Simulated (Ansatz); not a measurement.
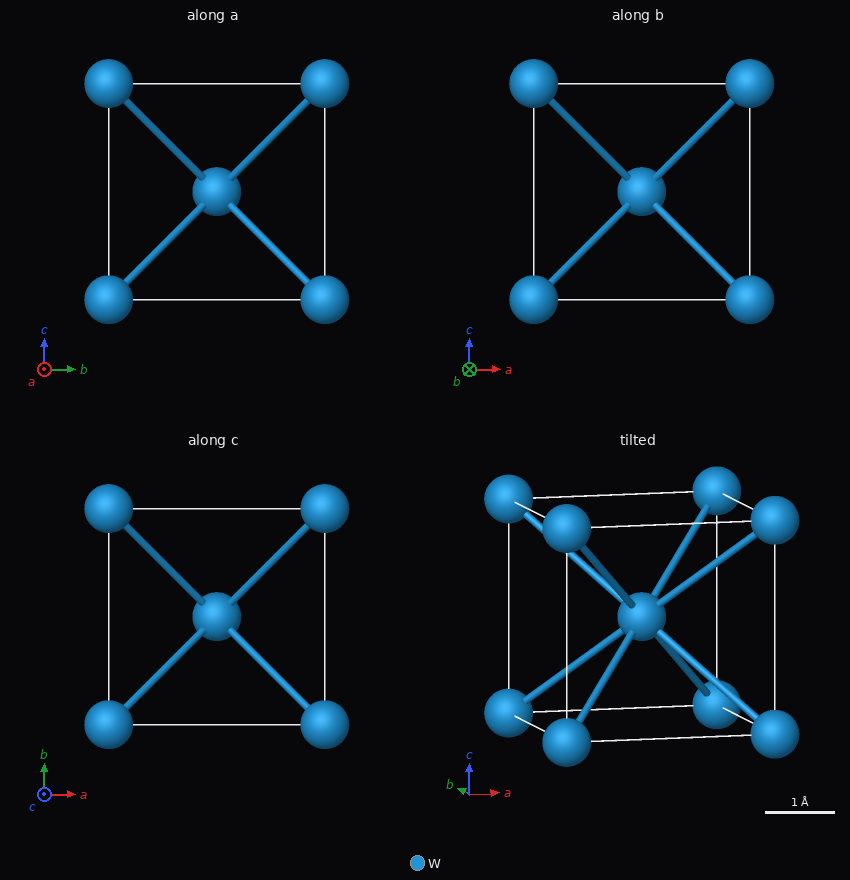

Structure drawing (ball-and-stick), viewed along the a axis, along the b axis, along the c axis and slightly off an axis. Lines trace the edges of the conventional unit cell.

Lattice parameters: a = 3.150 Å, b = 3.150 Å, c = 3.150 Å, α = 90.00°, β = 90.00°, γ = 90.00°. Put a along x and b in the xy plane.

> Write down what is shown as a POSCAR file.

```
W
1.0
     3.150    0.000    0.000
     0.000    3.150    0.000
     0.000    0.000    3.150
W
2
Direct
  0.0000 0.0000 0.0000
  0.5000 0.5000 0.5000
```

Its origin is the standard structure of this element. The cell was then strained or its atoms displaced on purpose. A calculation with Ansatz used it as input.

At this level of theory the cell isn't at rest (compressed, at 6 GPa), so its distances can differ from those at equilibrium, the more so the softer the solid.
